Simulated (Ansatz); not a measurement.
# Σ3 (111) boundary in fcc Ni, starting shift (0.25, 0.5): structure and resistance, part 3 of 3

How much does the Σ3 (111) boundary in fcc Ni, starting shift (0.25, 0.5) reflect electrons?

Ansatz 0.2.0; Ansatz plane-wave DFT, PBE, PAW files, collinear spin; relaxation of a bicrystal slab with its lowest layers held; PAW set soft_1 (the session's first sound run).

So far. Step 3 (Transmission across the boundary): Nearest the Fermi level spin up passes 0.594 of 0.647 channels of the lower lead and spin down 1.47 of 1.71. Step 4 (Specific resistance): Averaged over the energies near the Fermi level, 86.3 % of the channels pass, which makes 0.0822 fΩ m².

## Step 5: Single-crystal slab for reference

 

This step: Ansatz plane-wave DFT, PBE, PAW files, collinear spin; relaxation of a single-crystal slab with its lowest layers held; PAW set soft_1 (Ansatz 0.2.0).

System of this step: Ni slab, plane (1, 1, 1). The cell holds 10 atoms: 10 Ni. Its edges and angles: a = 2.492 Å, b = 2.492 Å, c = 29.311 Å, α = 90.0°, β = 90.0°, γ = 120.0°. It derives from Ni. Vacuum lies along c.

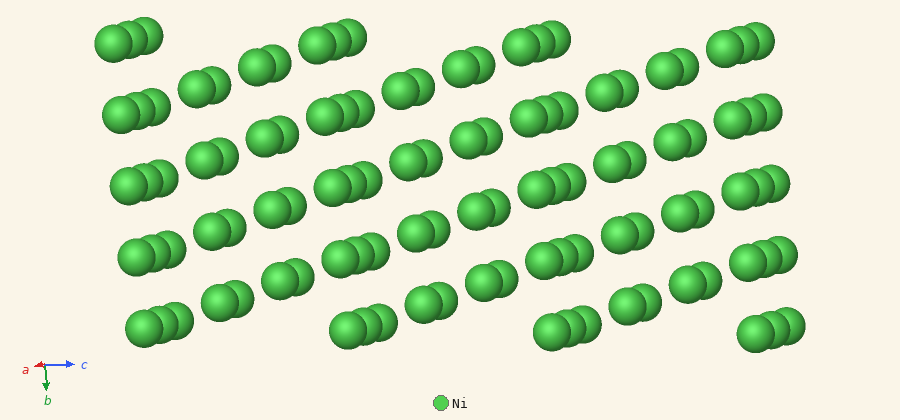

The cell of this step (nickel green). 2×4×1 cells are drawn. Some periodic images of atoms are drawn too.

input.yaml

```yaml
crystal:
  lattice:
    - [2.4918442969, 0.0, 0.0]
    - [-1.2459221485, 2.1580004634, 0.0]
    - [0.0, 0.0, 29.3112411374]
  atoms:
    - { symbol: Ni, position: [0.9999999999, 0.0, 0.1705830189], spin: 1.0 }
    - { symbol: Ni, position: [0.3333333332, 0.6666666667, 0.2399960587], spin: 1.0 }
    - { symbol: Ni, position: [0.6666666666, 0.3333333333, 0.3094090985], spin: 1.0 }
    - { symbol: Ni, position: [0.9999999999, 0.0, 0.3788221384], spin: 1.0 }
    - { symbol: Ni, position: [0.3333333333, 0.6666666667, 0.4482351782], spin: 1.0 }
    - { symbol: Ni, position: [0.6666666666, 0.3333333333, 0.517648218], spin: 1.0 }
    - { symbol: Ni, position: [1.0, 0.0, 0.5870612579], spin: 1.0 }
    - { symbol: Ni, position: [0.3333333333, 0.6666666667, 0.6564742977], spin: 1.0 }
    - { symbol: Ni, position: [0.6666666667, 0.3333333333, 0.7258873375], spin: 1.0 }
    - { symbol: Ni, position: [0.0, 0.0, 0.7953003774], spin: 1.0 }
magnetization:
  spin_polarized: true
kpoints:
  mp_grid: { grid: [11, 11, 1] }
hamiltonian:
  xc: pbe
  pseudopotentials: { kind: paw, azcp: { folder: soft_1 } }
scf:
  occupations: { method: fermi_dirac, width: 0.1 }
relax:
  f_tol: 0.03
  max_steps: 80
  constraints: [{ sites: [0, 1] }]
```

On the command line:

```bash
ansatz run input.yaml --threads 8 --pin off --max-ram 15360MiB --backend cpu --events-out ev --progress --plain --runs-dir out
```

Numbers of over 12 decimals in the logs are rounded to 6 here.

Output:

```text
Warning: crystal.symmetry: narrowed to the stabiliser of the relax constraints — unitary ops 12 → 6; lowered at sites 0, 1, 8, 9 (the operations that carried what is held of a site onto what its image site leaves free; the constrained walk keeps no symmetry that its constraints do not admit)
[...]
Crystal: 10 atoms, lattice volume = 157.618 Å³
Basis set: ecut = 420 eV, 2971 PW (Γ), exchange–correlation on 36×36×400 points (8 copies of the dense FFT grid, shifted against one another)
Bands: 114, of which v1, the nominal top of the filled ones, is band 90 counted from 1 (89 counted from 0)
Symmetry: 6 space group operations
k-points: 16 of 121 (time reversal used)
[...]
Starting moments: Σ|m| = 10 μB on 10 of 10 sites
[...]
SCF iter   1: F=—  HF=-58388.977391 eV  |F-HF|=—  |Δ(HF+E_count)|=         —  Δρ=4.24e-2 (↑2.20e-2 ↓4.24e-2)  dr2=8.94e0  dr2_m=2.05e-1  M=9.015 μB ∫|m|=9.592 μB  β_m=0.30  ethr=3.10e-3  ⟨swp⟩=6.5  Hψ=14374  notcnv=0  defer=113
[...]
SCF iter  13: F=-58396.224118 eV  HF=-58396.224131 eV  |F-HF|=1.29e-5  |Δ(HF+E_count)|=   1.19e-6  Δρ=5.70e-5 (↑3.18e-5 ↓5.70e-5)  dr2=1.33e-5  dr2_m=5.35e-7  M=6.301 μB ∫|m|=7.230 μB  ethr=1.20e-8  ⟨swp⟩=3.0  Hψ=13138  notcnv=0
SCF 1 converged in 13 iterations: F = -58396.224118 eV  dr2 = 1.33e-5
[...]
relax step   1: F+E_penalty+E_count = -58396.22411807 eV  Δ(F+E_penalty+E_count) = +0.000e0 eV  max|allowed force component| = 1.597e-1 eV/Å  Δτ_max = 0.0000 Å  (13 SCF iters, dr2 threshold 2.25e-5 eV, accepted)
[...]
SCF iter  10: F=-58396.225876 eV  HF=-58396.225876 eV  |F-HF|=3.32e-7  |Δ(HF+E_count)|=   3.38e-8  Δρ=9.27e-6 (↑4.51e-6 ↓9.27e-6)  dr2=3.51e-7  dr2_m=9.83e-9  M=6.300 μB ∫|m|=7.226 μB  ethr=1.68e-10  ⟨swp⟩=2.4  Hψ=11538  notcnv=0
SCF 2 converged in 10 iterations: F = -58396.225876 eV  dr2 = 3.51e-7
[...]
relax step   2: F+E_penalty+E_count = -58396.22587575 eV  Δ(F+E_penalty+E_count) = -1.758e-3 eV  max|allowed force component| = 9.487e-2 eV/Å  Δτ_max = 0.0217 Å  (10 SCF iters, dr2 threshold 1.59e-6 eV, accepted)
SCF iter   1: F=—  HF=-58396.227403 eV  |F-HF|=—  |Δ(HF+E_count)|=         —  Δρ=1.52e-3 (↑8.94e-4 ↓1.52e-3)  dr2=2.56e-2  dr2_m=1.16e-3  M=6.301 μB ∫|m|=7.225 μB  β_m=0.65  ethr=9.68e-5  ⟨swp⟩=4.6  Hψ=8448  notcnv=0  defer=299
[...]
SCF iter  13: F=-58396.226814 eV  HF=-58396.226814 eV  |F-HF|=4.36e-9  |Δ(HF+E_count)|=   1.68e-9  Δρ=1.00e-6 (↑4.68e-7 ↓1.00e-6)  dr2=5.40e-9  dr2_m=2.67e-10  M=6.298 μB ∫|m|=7.222 μB  ethr=1.42e-11  ⟨swp⟩=3.4  Hψ=9015  notcnv=0
SCF 3 converged in 13 iterations: F = -58396.226814 eV  dr2 = 5.40e-9
relax step   3: F+E_penalty+E_count = -58396.22681401 eV  Δ(F+E_penalty+E_count) = -9.383e-4 eV  max|allowed force component| = 2.813e-3 eV/Å  Δτ_max = 0.0328 Å  (13 SCF iters, accepted)
SCF converged after 13 iterations
Magnetization: 6.2977 μB (93.1489 up, 86.8511 down)
Absolute magnetization: 7.2330 μB (∫|ρ↑−ρ↓|, with the PAW one-centre terms)
[...]
Per-site moments (μB) at R_I (Å): [(0.713176, 1.027886), (0.692149, 1.026028), (0.653697, 1.026028), (0.642703, 1.026889), (0.644859, 1.026490), (0.644798, 1.026490), (0.642592, 1.026827), (0.652148, 1.026727), (0.691650, 1.017795), (0.712363, 1.017795)]
Free energy (F): -58396.226814 eV
[...]
Internal energy: -58395.675793 eV  (E = F + TS)
E sigma→0 (E₀):  -58395.951303 eV
Entropy (-TS):   -0.551021 eV (-55.102 meV/atom)
Fermi energy:    10.867103 eV
[...]
--- Forces (eV/Å), atoms counted from 1 ---
  atom   1  Ni     0.00000000     0.00000000     0.15704927
  atom   2  Ni    -0.00000000    -0.00000000    -0.15651632
  atom   3  Ni    -0.00000000     0.00000000     0.00010870
  atom   4  Ni     0.00000000     0.00000000    -0.00078691
  atom   5  Ni     0.00000000     0.00000000    -0.00049526
  atom   6  Ni    -0.00000000    -0.00000000    -0.00025227
  atom   7  Ni     0.00000000    -0.00000000     0.00144995
  atom   8  Ni     0.00000000    -0.00000000    -0.00056437
  atom   9  Ni    -0.00000000     0.00000000    -0.00281266
  atom  10  Ni    -0.00000000     0.00000000     0.00280543
  max |Σ_I F_I| component: 1.44e-5 eV/Å
--- Relaxed structure (3 steps of the walk, 3 accepted, 0 SCFs on fresh bases) ---
  F+E_penalty+E_count = -58396.22681401 eV   max|allowed force component| = 2.813e-3 eV/Å
  atoms:
    - { symbol: Ni, position: [1.0, 0.0, 0.17058301887] }
    - { symbol: Ni, position: [0.333333, 0.666667, 0.239996] }
    - { symbol: Ni, position: [0.666667, 0.333333, 0.309221] }
    - { symbol: Ni, position: [1.0, -1.25914411888625e-19, 0.378533] }
    - { symbol: Ni, position: [0.333333, 0.666667, 0.447858] }
    - { symbol: Ni, position: [0.666667, 0.333333, 0.517130] }
    - { symbol: Ni, position: [1.0, -2.6615949039842255e-19, 0.586450] }
    - { symbol: Ni, position: [0.333333, 0.666667, 0.655756] }
    - { symbol: Ni, position: [0.666667, 0.333333, 0.725051] }
    - { symbol: Ni, position: [-1.2607197561558259e-17, -8.100510582105549e-19, 0.793440] }
```

The job ended after 27 s (8 threads of Intel Xeon Platinum 8375C at 2.90GHz (Ice Lake), shared host; peak memory 1.2 GiB; 3.2 min of CPU time).

Step by step:

| step | energy less that of the first step (eV) | largest force component (eV/Å) |
| --- | --- | --- |
| 1 | 0.0000 | 0.1597 |
| 2 | -0.0018 | 0.0949 |
| 3 | -0.0027 | 0.0028 |

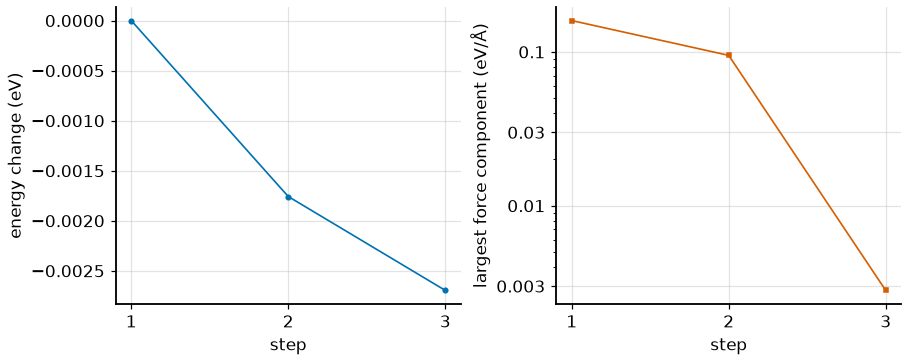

Energy and largest force along the relaxation.

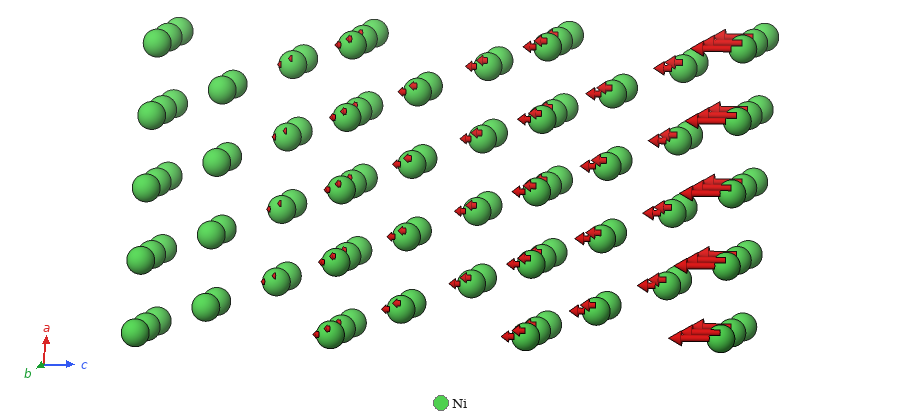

Displacements in the relaxation, exaggerated; the longest in the cell stands for 0.05 Å. 4×2×1 cells are drawn. Some periodic images of atoms are drawn too.

The atoms that moved most (Å):

| atom | dx | dy | dz | length |
| --- | --- | --- | --- | --- |
| Ni10 | 0.000 | 0.000 | -0.055 | 0.055 |
| Ni9 | 0.000 | 0.000 | -0.025 | 0.025 |
| Ni8 | 0.000 | 0.000 | -0.021 | 0.021 |
| Ni7 | 0.000 | 0.000 | -0.018 | 0.018 |
| Ni6 | 0.000 | 0.000 | -0.015 | 0.015 |
| Ni5 | 0.000 | 0.000 | -0.011 | 0.011 |
| Ni4 | 0.000 | 0.000 | -0.008 | 0.008 |
| Ni3 | 0.000 | 0.000 | -0.006 | 0.006 |

The relaxed structure:

```cif
data_structure
_symmetry_space_group_name_H-M 'P 1'
_symmetry_Int_Tables_number 1
_cell_length_a 2.4918
_cell_length_b 2.4918
_cell_length_c 29.3112
_cell_angle_alpha 90.000
_cell_angle_beta 90.000
_cell_angle_gamma 120.000
_cell_volume 157.62
loop_
_atom_site_label
_atom_site_type_symbol
_atom_site_fract_x
_atom_site_fract_y
_atom_site_fract_z
_atom_site_occupancy
Ni1 Ni 0.00000 0.00000 0.17058 1
Ni2 Ni 0.33333 0.66667 0.24000 1
Ni3 Ni 0.66667 0.33333 0.30922 1
Ni4 Ni 0.00000 0.00000 0.37853 1
Ni5 Ni 0.33333 0.66667 0.44786 1
Ni6 Ni 0.66667 0.33333 0.51713 1
Ni7 Ni 0.00000 0.00000 0.58645 1
Ni8 Ni 0.33333 0.66667 0.65576 1
Ni9 Ni 0.66667 0.33333 0.72505 1
Ni10 Ni 0.00000 0.00000 0.79344 1
```

This step gave:

* free energy: -58396.2268 eV
* energy at zero smearing: -58395.9513 eV
* Fermi energy: 10.87 eV
* total moment: 6.298 μB
* absolute moment: 7.233 μB

The largest force component on a free atom ends at 0.0028 eV/Å, under the tolerance of 0.03, after 3 steps.

## Step 6: Bulk reference

s

This step: Ansatz plane-wave DFT, PBE, PAW files, collinear spin; bulk reference; PAW set soft_1 (Ansatz 0.2.0).

System of this step: Ni. The structure is cubic, space group Fm-3m (No. 225). The conventional cell has a = 3.524 Å, b = 3.524 Å, c = 3.524 Å, α = 90.00°, β = 90.00°, γ = 90.00°. Nearest to Ni lie 12 Ni at 2.49 Å.

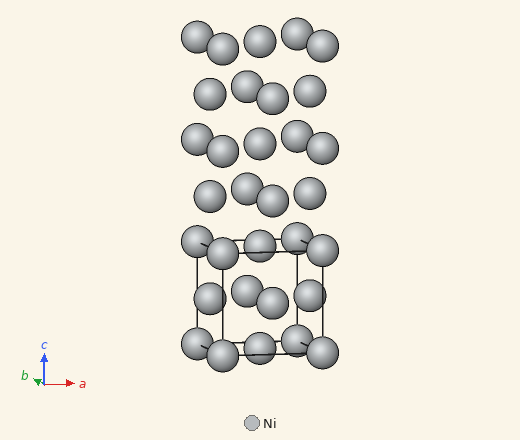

The cell of this step (nickel light grey). 1×1×3 conventional cells are drawn. Some periodic images of atoms are drawn too.

input.yaml, the sections that differ from step 5:

```yaml
crystal:
  lattice:
    - [0.0, 1.762, 1.762]
    - [1.762, 0.0, 1.762]
    - [1.762, 1.762, 0.0]
  atoms:
    - { symbol: Ni, position: [0.0, 0.0, 0.0], spin: 1.0 }
kpoints:
  mp_grid: { grid: [21, 21, 21] }
# magnetization, hamiltonian, scf: as in step 5
# relax: removed
```

Output:

```text
[...]
Crystal: 1 atoms, lattice volume = 10.941 Å³
Basis set: ecut = 420 eV, 181 PW (Γ)
Bands: 14, of which v1, the nominal top of the filled ones, is band 9 counted from 1 (8 counted from 0)
Symmetry: 48 space group operations
[...]
k-points: 286 of 9261
[...]
Starting moments: Σ|m| = 1 μB on 1 of 1 site
[...]
SCF iter   1: F=—  HF=-5839.121648 eV  |F-HF|=—  |Δ(HF+E_count)|=         —  Δρ=5.33e-2 (↑5.14e-2 ↓5.33e-2)  dr2=6.62e-1  dr2_m=8.32e-3  M=0.821 μB ∫|m|=0.879 μB  β_m=0.30  ethr=3.10e-3  ⟨swp⟩=3.4  Hψ=35326  notcnv=0
[...]
SCF iter  11: F=-5839.751766 eV  HF=-5839.751766 eV  |F-HF|=7.14e-10  |Δ(HF+E_count)|=   2.64e-9  Δρ=2.25e-6 (↑1.50e-6 ↓2.25e-6)  dr2=8.65e-10  dr2_m=1.64e-11  M=0.624 μB ∫|m|=0.713 μB  ethr=4.68e-12  ⟨swp⟩=1.0  Hψ=23664  notcnv=0
SCF 1 converged in 11 iterations: F = -5839.751766 eV  dr2 = 8.65e-10
[...]
SCF converged after 11 iterations
Magnetization: 0.6244 μB (9.3122 up, 8.6878 down)
Absolute magnetization: 0.7139 μB (∫|ρ↑−ρ↓|, with the PAW one-centre terms)
[...]
Per-site moments (μB) at R_I (Å): [(0.662368, 1.027886)]
Free energy (F): -5839.751766 eV
[...]
Internal energy: -5839.697746 eV  (E = F + TS)
E sigma→0 (E₀):  -5839.724756 eV
Entropy (-TS):   -0.054020 eV (-54.020 meV/atom)
Fermi energy:    17.818625 eV
[...]
```

Wall time 1.5 s (8 threads); peak memory 0.37 GiB.

Numbers from this step:

- free energy: -5839.7518 eV
- energy at zero smearing: -5839.7248 eV
- Fermi energy: 17.82 eV
- total moment: 0.6244 μB
- absolute moment: 0.7139 μB
- site moments: 0.6624 μB

The cell carries a net spin moment of 0.62 μB and an absolute one of 0.71 μB.

## Step 7: Boundary energy

t

This step: Ansatz plane-wave DFT, PBE, PAW files, collinear spin; bicrystal less single-crystal slab less bulk atoms, a boundary area; PAW set soft_1 (Ansatz 0.2.0).

Numbers from this step:

| Quantity | Value |
| --- | --- |
| excess energy of the cell | 0.02888 eV |
| boundary energy | 0.08605 J/m² |

The boundary costs 0.086 J/m².

By hand: 0.0289 eV / 5.377 Å² × 16.02 = 0.0861 J/m².

## Step 8: What came out

```
specific resistance of the boundary : 0.0822 fΩ m²
share of channels that pass         : 0.863
boundary energy                     : 0.0861 J/m²
```

In words: The boundary has a specific resistance of 0.082 fΩ m² and an energy of 0.086 J/m². The boundary reflects 14 % of the channels; 0.082 fΩ m² is 0.82×10⁻¹² Ω·cm². That equals the resistance of 1.1 nm of bulk Ni at 300 K (measured 7.2 µΩ cm, CRC Handbook of Chemistry and Physics, 84th ed., 2003, Electrical Resistivity of Pure Metals). In the relaxation the upper grain slid sideways by about 1.1 Å, so the result belongs to the position that it found, not to the starting one. For this plane that is the coherent twin. One magnetic start was tried, and the two spins conduct in parallel without mixing.

[Logs are printed without paths, hosts, clocks, repeated set-up lines and the standing remarks that a program may print on its own settings, such as how far it seeks lower states.]

[Hosts, paths, dates, database ids (printed as entryN), source tags and the programs' standing remarks are cut or masked in the printed files.]
